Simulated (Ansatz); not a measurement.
**Single-point calculation, with input and output: Hf**

Hf (2 atoms in the cell), computed with DFT PBEsol, scalar-relativistic, plane waves, PAW, no spin polarisation (Ansatz 0.2.0).

The structure derives from an entry of the Crystallography Open Database. It belongs to a series of runs on one base structure; here: band edges of the strained film's bulk. Figures and captions count atoms from 1; the log counts them from 0 in places.

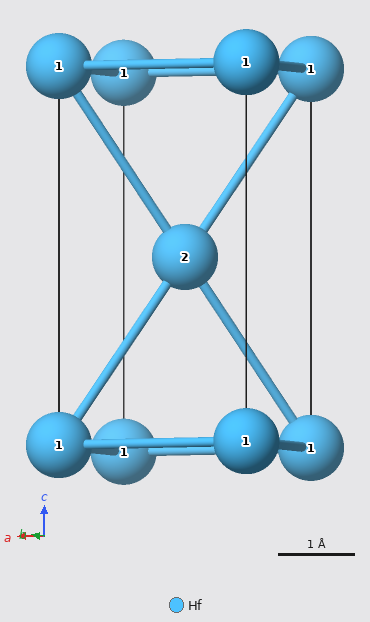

The structure as given in the input (ball-and-stick view of the reduced cell, seen at an oblique angle; atoms are numbered from 1 in the order of the input). An atom can appear more than once, as a periodic image.

Key numbers:

```csv
quantity,value
outcome,converged
space group (tolerance 0.01 Å),Fmmm (69)
electrons treated,52
free energy,−31195.7078 eV
Fermi energy,20.110 eV
gap on the k-point mesh,none (metallic)
pressure,−1.88 GPa
largest force (length of the vector),under 0.001 eV/Å
hardware,"4 threads of AMD EPYC (Zen 5), 32 GiB of memory available, shared host"
wall time,3 s (CPU time 11 s)
peak memory,0.61 GiB
```

Spin–orbit coupling is left out, which matters for Hf.

The input:
```yaml
crystal:
  lattice:
    - [3.5665791795, 0.0, -0.0029814788]
    - [0.0, 5.0439064094, 0.0]
    - [-1.7853003376, 0.0, 2.4084670918]
  atoms:
    - { symbol: Hf, position: [0.0, 0.0, 0.0] }
    - { symbol: Hf, position: [0.5, 0.5, 0.0] }
basis:
  ecutwfc: 420
kpoints:
  mp_grid: { grid: [10, 7, 14] }
hamiltonian:
  xc: pbesol
scf:
  occupations: { method: gaussian, width: 0.1 }
output:
  forces: true
  stress: true
  eigenvalues: true
  write_density: true
  write_potential: true
  elf: true
  volumetric_format: npy
```

Launch command:
```bash
ansatz run input.yaml --threads 4 --pin off --max-ram 10240MiB --backend cpu --events-out ev --progress --plain --runs-dir out
```

Output:
```
Engine: ansatz 0.2.0, x86_64-unknown-linux-gnu
Pseudopotentials: kind: paw
Pseudopotential: Hf, paw, valence charge 26, recommended cutoff 420 eV (normal), Hf.paw.azcp
Functional definition: PBEsol
  exchange = pbesol_x
  correlation = pbesol_c
Crystal: 2 atoms, lattice volume = 43.300 Å³
Basis set: ecut = 420 eV, 817 PW (Γ), exchange–correlation on 48×72×48 points (8 copies of the dense FFT grid, shifted against one another)
Bands: 32, of which v1, the nominal top of the filled ones, is band 26 counted from 1 (25 counted from 0)
Symmetry: 8 space group operations
Space group: C2/m (ITA 12), of the structure as read, at distance tolerance 3.5e-5 Å
k-points: 288 of 980
Non-local potential: Hf, projectors of the file, l = 0: 3, l = 1: 2, l = 2: 2, l = 3: 3
PAW form: soft (Blöchl's): semilocal exchange-correlation on the pseudo side does not see the compensation charge
PAW frozen core: Hf, regenerated for the run's functional, and the local potential with it (the file was generated under x = pbe(κ = 0.804, μ = 0.2195149727645171), c = pbe(β = 0.06672455060314922))
PAW one-centre angular grid: Hf, 590 points (default); XC on 64 Gauss nodes
Initial density: superposition of atomic densities (neutral atoms: chi_scale 0, normalization atom), corrected by the library's trained network
Initial wavefunctions: pseudopotential atomic-orbital guess
Functional: x = pbesol(κ = 0.804, μ = 0.12345679012345678), c = pbesol(β = 0.046)
SCF iter   1: F=—  HF=-31195.707851 eV  |F-HF|=—  |Δ(HF+E_count)|=         —  Δρ=3.64e-3  dr2=3.19e-3  ethr=1.77e-3  ⟨swp⟩=4.6  Hψ=30246  notcnv=0  defer=2
preconditioner: auto → Kerker (q_TF=auto, 2.813 Å⁻¹)  [metal: Δε(μ)=0.002 eV  Ē_g=17.521 eV  σ=0.100 eV  W_gap=0.01  n_scr=18 (ndim 8)  ℏωp=39.1 eV  f_vac=0.000  D(μ)=3.95/eV (n_scr^D=42)]
SCF iter   2: F=—  HF=-31195.707864 eV  |F-HF|=—  |Δ(HF+E_count)|=   1.26e-5  Δρ=2.07e-3  dr2=1.13e-3  ethr=6.14e-6  ⟨swp⟩=2.2  Hψ=17821  notcnv=0  defer=2
SCF iter   3: F=—  HF=-31195.707898 eV  |F-HF|=—  |Δ(HF+E_count)|=   3.39e-5  Δρ=9.07e-4  dr2=2.21e-4  ethr=2.18e-6  ⟨swp⟩=2.0  Hψ=12973  notcnv=0  defer=2
SCF iter   4: F=—  HF=-31195.707744 eV  |F-HF|=—  |Δ(HF+E_count)|=   1.54e-4  Δρ=2.30e-4  dr2=1.65e-5  ethr=4.26e-7  ⟨swp⟩=2.0  Hψ=15280  notcnv=0  defer=2
SCF iter   5: F=—  HF=-31195.707752 eV  |F-HF|=—  |Δ(HF+E_count)|=   8.40e-6  Δρ=4.40e-5  dr2=9.95e-7  ethr=3.18e-8  ⟨swp⟩=2.1  Hψ=13526  notcnv=0  defer=2
SCF iter   6: F=—  HF=-31195.707752 eV  |F-HF|=—  |Δ(HF+E_count)|=   1.56e-7  Δρ=1.09e-5  dr2=2.42e-8  ethr=1.92e-10  ⟨swp⟩=10.0  Hψ=73721  notcnv=0
SCF iter   7: F=-31195.707752 eV  HF=-31195.707752 eV  |F-HF|=1.89e-9  |Δ(HF+E_count)|=   1.07e-8  Δρ=2.46e-6  dr2=1.32e-9  ethr=4.65e-11  ⟨swp⟩=8.6  Hψ=63732  notcnv=0
SCF 1 converged in 7 iterations: F = -31195.707752 eV  dr2 = 1.32e-9
  greatest PAW one-centre occupation: 0.998 electrons in one spin orbital (limit 2), on the Hf atom at site 1 (counted from 0), in its partial waves of l = 0
```

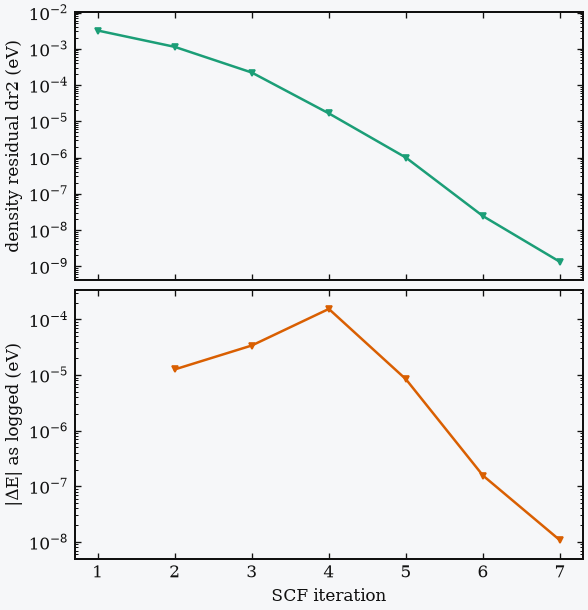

Convergence of the self-consistent field: density residual dr2 and size of the energy change against the SCF iteration. The residual falls at every step.

```
SCF converged after 7 iterations
Free energy (F): -31195.707752 eV
Harris-Foulkes:  -31195.707752 eV  (|F-HF|=1.89e-9)
Internal energy: -31195.687974 eV  (E = F + TS)
E sigma→0 (E₀):  -31195.697863 eV
Entropy (-TS):   -0.019778 eV (-9.889 meV/atom)
Fermi energy:    20.109710 eV
--- Per-component energies (eV) ---
  E_band       = 107.676946
  E_kinetic    = 851.937846
  E_local      = -9980.097943  (includes V_loc(G=0)·N_el)
  E_nonlocal   = -2477.422599
  E_hartree    = 4704.355689
  E_xc         = -596.109501
  E_vxc        = -532.777901  (∫ρ·V_xc dr)
  E_paw        = -13614.886970  (= ΣΔE_a)
  E_vpaw       = 2837.329064  (= ΣTr[D̂ρ^β])
  E_aug_tail   = -0.000003  (compensation charges beyond the density's cutoff)
  E_ewald      = -10085.966676
  E_core_change = 2.502183  (= ΣΔE_core)
  E_smearing   = -0.019778  (= −TS)
  E_closure    = 0.000000  (closes the sum)
  Σ components = -31195.707752   (vs F -31195.707752, Δ=0.00e0)
--- Forces (eV/Å), atoms counted from 1 ---
  atom   1  Hf    -0.00000000     0.00000000     0.00000000
  atom   2  Hf    -0.00000000     0.00000000     0.00000000
  max |Σ_I F_I| component: 7.89e-30 eV/Å
--- Stress (GPa, compression-positive) ---
       -1.240418      -0.000000      -0.017069
       -0.000000      -4.399902       0.000000
       -0.017069       0.000000      -0.010232
  P = ⅓ Tr σ = -1.8835 GPa (-18.835 kbar)
--- Band table (eV; the first three rows and the last of 288) ---
  k-point 0: bands = ["-41.3061", "-41.2383", "-10.4124", "-9.7924", "-9.5754", "-9.5387", "-9.5318", "-9.5039", "8.7222", "8.7264", "8.7332", "8.7350", "8.7544", "8.7600", "8.7840", "8.8044", "8.8046", "8.8068", "8.8085", "8.8141", "8.8158", "8.8432", "12.9808", "16.5721", "19.2738", "21.1311", "21.2113", "21.7523", "21.9031", "24.3532", "24.7857", "24.9043"]
  k-point 1: bands = ["-41.3014", "-41.2347", "-10.3970", "-9.8143", "-9.5755", "-9.5695", "-9.5591", "-9.5563", "8.7252", "8.7297", "8.7357", "8.7368", "8.7550", "8.7588", "8.7857", "8.8022", "8.8031", "8.8071", "8.8071", "8.8107", "8.8107", "8.8392", "13.1912", "16.7798", "19.4832", "20.8176", "21.4243", "21.7348", "21.7536", "24.2753", "24.3379", "24.4533"]
  k-point 2: bands = ["-41.2884", "-41.2246", "-10.3536", "-9.8750", "-9.7055", "-9.6736", "-9.6109", "-9.5757", "8.7338", "8.7391", "8.7416", "8.7427", "8.7549", "8.7567", "8.7907", "8.7966", "8.7972", "8.7980", "8.8015", "8.8036", "8.8082", "8.8307", "13.7908", "17.3407", "20.0962", "20.0995", "21.3030", "21.6316", "22.0534", "23.0991", "23.8896", "24.3216"]
  k-point 287: bands = ["-41.2267", "-41.2267", "-10.4648", "-10.4648", "-9.8332", "-9.8332", "-9.5358", "-9.5358", "8.7338", "8.7338", "8.7429", "8.7429", "8.7559", "8.7559", "8.7887", "8.7887", "8.8059", "8.8059", "8.8076", "8.8076", "8.8223", "8.8223", "16.6594", "16.6594", "19.6254", "19.6254", "21.2132", "21.2132", "24.2382", "24.2382", "25.4036", "25.4036"]
```

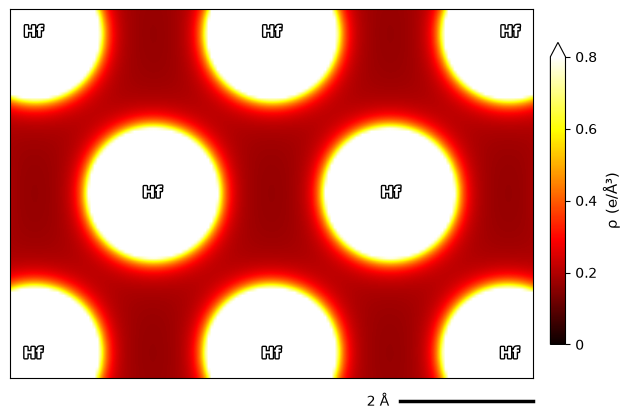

Valence electron density on the (001) plane of the conventional cell. The section cuts through Hf sites. Hf–Hf (3.00 Å): the density is about 0.22 e/Å³ at the midpoint. Away from the nuclei the density in this plane falls to 0.17 e/Å³ at its lowest. In a PAW calculation such maps are meaningful between the atoms, not at the nuclei.

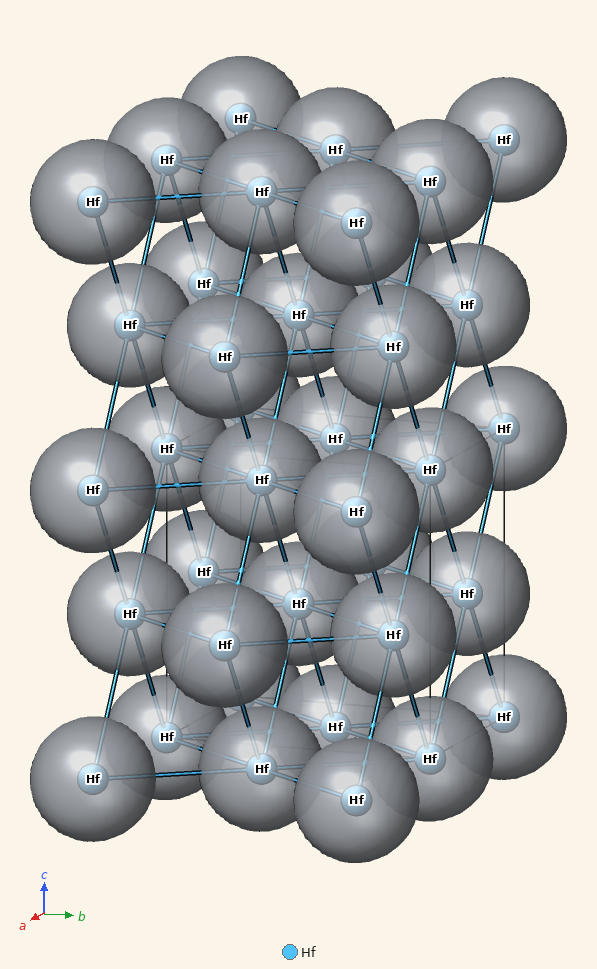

Isosurface of the valence pseudo-density at 0.5 e/Å³ (grey), seen slightly off an axis. Sticks mark near contacts. The outline is the cell set on symmetry axes. At this value the density breaks into separate islands; it holds about 85 % of the electrons treated as valence (semicore included). It is pinched off along the Hf–Hf (2.99 Å) and Hf–Hf (3.09 Å) contacts. On the grid the lowest density along these lines, outside the cores, is 0.22 e/Å³ (Hf–Hf, 2.99 Å) and 0.2 e/Å³ (Hf–Hf, 3.09 Å).

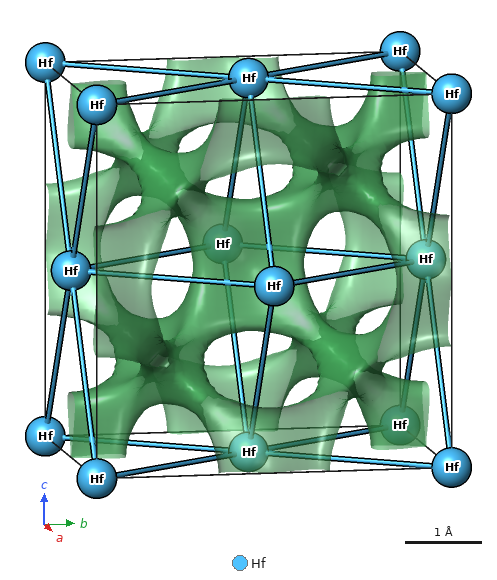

Isosurface of the electron localisation function at 0.45 (green), seen slightly off an axis. Only the valence region is drawn (cores and ρ < 0.01 e/Å³ removed). Sticks mark near contacts. The outline is the cell set on symmetry axes. Along the contacts the grid gives the following. Hf–Hf (2.99 Å): the ELF is about 0.20 at the midpoint (no shared electron pair). Hf–Hf (3.09 Å): the ELF is about 0.20 at the midpoint; no localised pair between them.
